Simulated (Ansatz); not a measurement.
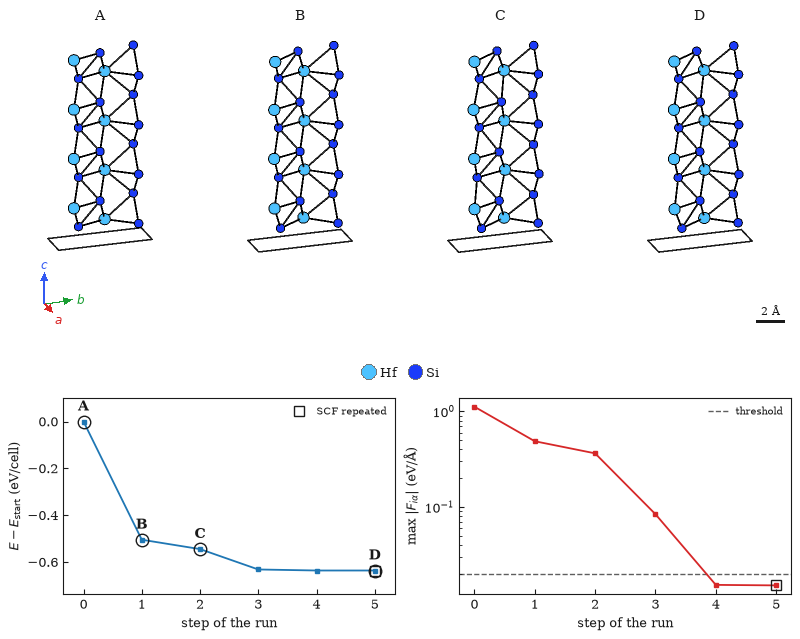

Frames of a relaxation of a slab of composition HfSi2 (cut from the Cmcm phase), marked on the history of the run. Style: ball-and-stick. Shown: the cell of the calculation, outlined in the plane, without the vacuum (origin shifted), slightly off an axis.

Case: (0 0 1) slab, atoms relaxed. The slab is the (0 0 1) face of HfSi2.

These are results of DFT PBE, scalar-relativistic, plane waves, PAW (Ansatz 0.2.0), not measurements.

Input
```yaml
crystal:
  lattice:
    - [3.6821236449, 0.0, 0.0]
    - [-1.8410618225, 7.2974624633, 0.0]
    - [0.0, 0.0, 27.8071161769]
  atoms:
    - { symbol: Hf, position: [0.1054784004, 0.2109568008, 0.2697151316] }
    - { symbol: Si, position: [0.7496862515, 0.499372503, 0.2697151316] }
    - { symbol: Si, position: [0.4457603518, 0.8915207035, 0.2697151316] }
    - { symbol: Hf, position: [0.8945215996, 0.7890431992, 0.3355108083] }
    - { symbol: Si, position: [0.2503137485, 0.500627497, 0.3355108083] }
    - { symbol: Si, position: [0.5542396482, 0.1084792965, 0.3355108083] }
    - { symbol: Hf, position: [0.1054784004, 0.2109568008, 0.401306485] }
    - { symbol: Si, position: [0.7496862515, 0.499372503, 0.401306485] }
    - { symbol: Si, position: [0.4457603518, 0.8915207035, 0.401306485] }
    - { symbol: Hf, position: [0.8945215996, 0.7890431992, 0.4671021617] }
    - { symbol: Si, position: [0.2503137485, 0.500627497, 0.4671021617] }
    - { symbol: Si, position: [0.5542396482, 0.1084792965, 0.4671021617] }
    - { symbol: Hf, position: [0.1054784004, 0.2109568008, 0.5328978383] }
    - { symbol: Si, position: [0.7496862515, 0.499372503, 0.5328978383] }
    - { symbol: Si, position: [0.4457603518, 0.8915207035, 0.5328978383] }
    - { symbol: Hf, position: [0.8945215996, 0.7890431992, 0.598693515] }
    - { symbol: Si, position: [0.2503137485, 0.500627497, 0.598693515] }
    - { symbol: Si, position: [0.5542396482, 0.1084792965, 0.598693515] }
    - { symbol: Hf, position: [0.1054784004, 0.2109568008, 0.6644891917] }
    - { symbol: Si, position: [0.7496862515, 0.499372503, 0.6644891917] }
    - { symbol: Si, position: [0.4457603518, 0.8915207035, 0.6644891917] }
    - { symbol: Hf, position: [0.8945215996, 0.7890431992, 0.7302848684] }
    - { symbol: Si, position: [0.2503137485, 0.500627497, 0.7302848684] }
    - { symbol: Si, position: [0.5542396482, 0.1084792965, 0.7302848684] }
basis:
  ecutwfc: 420
kpoints:
  mp_grid: { grid: [10, 5, 1] }
hamiltonian:
  xc: pbe
scf:
  occupations: { method: gaussian, width: 0.1 }
output:
  forces: true
  eigenvalues: true
  write_density: true
  write_potential: true
  elf: true
  volumetric_format: npy
relax:
  adjacent_minimum: "off"
  f_tol: 0.02
  max_steps: 60
efield:
  axis: 3
  dipole_correction: true
  ramp_width: 0.04
```

Command:
```bash
ansatz run input.yaml --threads 4 --pin off --max-ram 8192MiB --backend cpu --events-out ev --progress --plain --runs-dir out
```

> What happens along the run?

The largest moves relative to the layer's centre, 0.28 Å, are those of Si3 and Si24. Si24 goes at 61° to the normal (+c side). Largest moves by element: Si 0.28 Å, Hf 0.10 Å. The cell doesn't change. Near-neighbour distances that change, for instance: Hf1–Si3 2.970 → 2.769 Å, Hf19–Hf22 3.581 → 3.428 Å, Hf19–Si24 2.701 → 2.805 Å, Si20–Si23 2.596 → 2.502 Å. Among the angles between lasting bonds that change: Hf1–Si3–Hf1 76.6° → 83.3°, Si20–Si23–Si20 90.4° → 94.8°, Hf4–Si3–Hf4 85.9° → 82.0°. Over 4 accepted moves (5 points after the start) the energy falls by 0.636 eV per cell of the calculation. The largest force component goes from 1.1 to 0.015 eV/Å. 1 step only repeated the SCF at the same geometry. Cost: 26 min on 4 threads of Arm Neoverse N1 (shared host), peak memory 4 GiB. From step 0 to 1: Si atoms move most (0.19 Å), energy −0.504 eV per cell of the calculation. From step 1 to 2: Si atoms move most (0.11 Å), energy −40.0 meV per cell of the calculation. From step 2 to 5: Si atoms move most (0.08 Å), energy −91.4 meV per cell of the calculation.

```json
{"step": "0", "E − E(0), meV/atom": "0.00", "largest force component, eV/Å": "1.1212", "note": ""}
{"step": "1", "E − E(0), meV/atom": "-21.01", "largest force component, eV/Å": "0.4878", "note": ""}
{"step": "2", "E − E(0), meV/atom": "-22.68", "largest force component, eV/Å": "0.3643", "note": ""}
{"step": "3", "E − E(0), meV/atom": "-26.31", "largest force component, eV/Å": "0.0841", "note": ""}
{"step": "4", "E − E(0), meV/atom": "-26.49", "largest force component, eV/Å": "0.0153", "note": ""}
{"step": "5", "E − E(0), meV/atom": "-26.49", "largest force component, eV/Å": "0.0151", "note": "same geometry, SCF repeated"}
```
